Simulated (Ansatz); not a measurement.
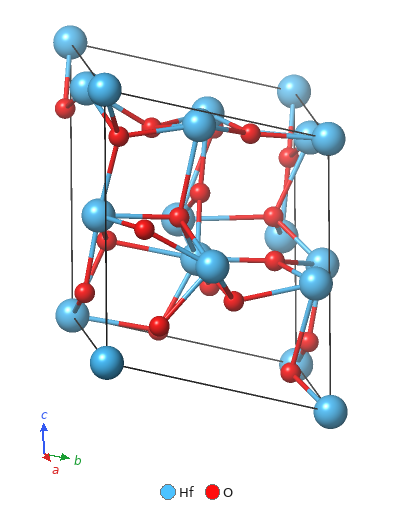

The figure gives a ball-and-stick picture of the atoms, viewed from a general direction. The parallelepiped is the simulation cell.

Characterise what is shown.

The material is Hf$_{8}$O$_{17}$. Apart from translations it has no symmetry (space group P1). The cell comprises 1 formula unit: 8 Hf, 17 O. The bonds build a three-dimensional framework.

Origin of the cell: a structure listed in the Materials Project, repeated into a supercell with a point defect put in. The atoms were relaxed in a fixed cell with DFT PBE, scalar-relativistic, plane waves, PAW in Ansatz 0.2.0.
